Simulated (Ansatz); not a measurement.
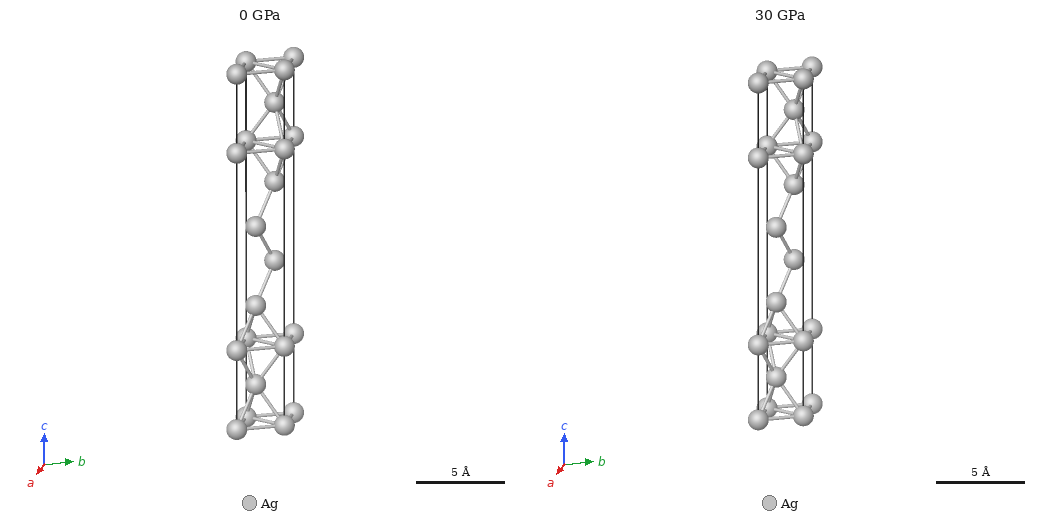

Ag, α-samarium (9R) type, space group R-3m (No. 166), relaxed (cell and atoms) under a series of hydrostatic pressures; the conventional cell is drawn at the lowest and the highest, to one scale (sticks follow a distance rule). The start was a structure listed in the Materials Project. This isn't the form of Ag at room conditions, which is fcc.

Alike in all runs: Ansatz 0.2.0; functional PBEsol; potentials Ansatz PAW; cutoff 420 eV; k mesh 10 × 10 × 10 on the run's cell of 3 atoms; occupations fermi-dirac, width 0.05 eV; no spin polarisation; no spin-orbit coupling.

| pressure (GPa) | volume (Å³/atom) | a (Å) | c (Å) |
| --- | --- | --- | --- |
| 0.0 | 16.711 | 2.878 | 20.969 |
| 2.0 | 16.439 | 2.861 | 20.867 |
| 5.0 | 16.080 | 2.840 | 20.715 |
| 10.0 | ? | ? | ? |
| 20.0 | 14.796 | 2.763 | 20.144 |
| 30.0 | 14.204 | 2.725 | 19.880 |

> Fit a third-order Birch-Murnaghan equation to the rows given and use it to fill in the volume that is left out.

The fit gives V0 = 16.71 Å³/atom, B0 = 116 GPa and B0′ = 5.7, which puts the volume at 10.0 GPa at 15.58 Å³/atom. The run gave volume 15.578 Å³/atom; a 2.811 Å; c 20.488 Å.

> Which axis yields most up to 30 GPa?

The axes shrink nearly alike: a −5.3 %, c −5.2 %, against −15.0 % in volume.

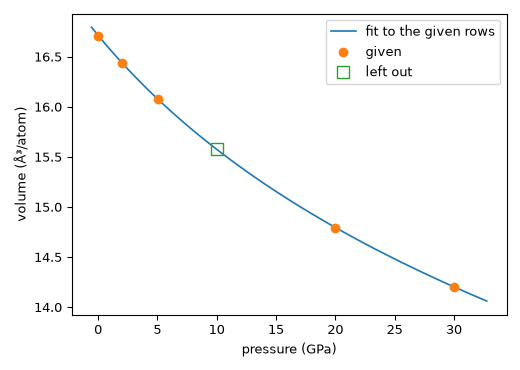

Volume against pressure, with the fit. The structure was kept in its own symmetry, so a change to another phase within this range wouldn't be seen.

Caveat: the plane-wave basis is chosen anew once the cell has moved, so the energies of steps on either side of that aren't comparable.
